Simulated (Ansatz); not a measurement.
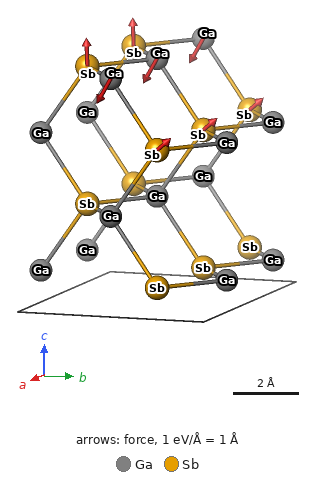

Starting geometry of a slab of composition GaSb (cut from the F-43m phase) with the computed forces as red arrows. Style: ball-and-stick. Shown: the cell of the calculation, outlined in the plane, without the vacuum (origin shifted), slightly off an axis.

Case: clean slab, lower planes held. The slab is the (1 1 0) face of GaSb. 8 atoms are held fixed.

These are results of DFT PBE+D3(BJ), scalar-relativistic, plane waves, PAW (Ansatz 0.2.0), not measurements. (plane-wave cutoff 420 eV; k-point mesh 2 × 3 × 1; occupations gaussian; smearing width 0.1 eV; no spin polarisation; dipole correction; atoms relaxed in a fixed cell; force threshold 0.03 eV/Å; at most 70 steps)

> What follows when this structure is relaxed?

It isn't relaxed: the largest force vector, on Ga atoms, is 0.94 eV/Å. The final displacements follow the starting forces only in part (cosine between the two patterns 0.83). The largest moves, 0.54 Å, are those of Ga atoms. Largest moves by element: Ga 0.54 Å, Sb 0.35 Å. The lattice vectors keep their values. Some distances before and after: Ga–Sb 2.654 → 2.743 Å, Ga–Sb 2.654 → 2.628 Å, Ga–Sb 2.654 → 2.677 Å. Bond angles that change, for instance: Ga–Sb–Ga 109.5° → 90.7°, Sb–Ga–Sb 109.5° → 123.8°, Ga–Sb–Ga 109.5° → 96.2°. The energy falls by 0.906 eV per cell of the calculation in 4 geometry steps. The largest force component goes from 0.91 to 0.0069 eV/Å. Cost: 36 s on 4 threads of AMD EPYC 9R45 96-Core Processor (Zen 5) (shared host), peak memory 2.6 GiB.
